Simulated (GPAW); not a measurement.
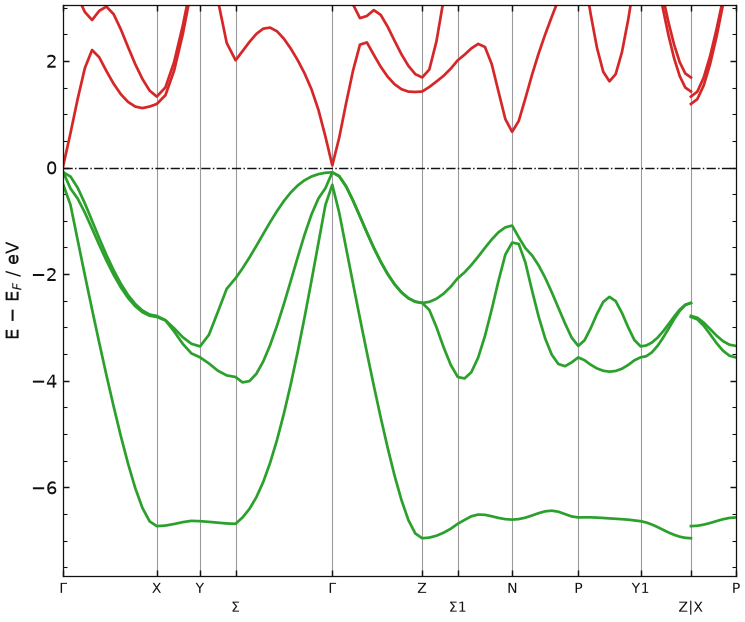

Band structure. Energies are counted from the Fermi level.

> Which Bravais lattice do the labels of the path belong to?

A body-centred tetragonal lattice: the path Γ–X–Y–Σ–Γ–Z–Σ1–N–P–Y1–Z|X–P runs through the special points of its Brillouin zone.

Calculation on tetragonally strained zincblende GaAs, space group I-4m2, 2 atoms in the primitive cell; a = 3.998 Å, c = 5.880 Å (tetragonal axes).

GPAW; PBEsol, PAW data sets generated in the run's folder for this functional, no spin polarisation, no spin-orbit coupling, 8×8×8 k mesh, 600 eV cutoff, Fermi-Dirac smearing of 0.05 eV.

> Is there a gap? Give its size, its kind and where the band edges lie.

The material is gapped. The gap along this path is 0.13 eV and direct: both edges lie at Γ.

Spin-orbit coupling is left out, which matters for As. The cell is under a strain of +4 % (uniaxial z). LDA, GGA and most meta-GGA functionals understate gaps. The potentials hold the d shell of Ga in the core, which widens gaps. In reduced coordinates of the cell that was run, X is (−0.5, 0, −0.5), Y is (−0.5, −0.231, −0.731), Σ is (−0.366, −0.366, −0.731), Z is (0.5, 0.5, 0), Σ1 is (0.366, 0.366, −0.269), N is (0, 0, −0.5), P is (−0.25, 0.25, −0.5) and Y1 is (0.231, 0.5, −0.269).
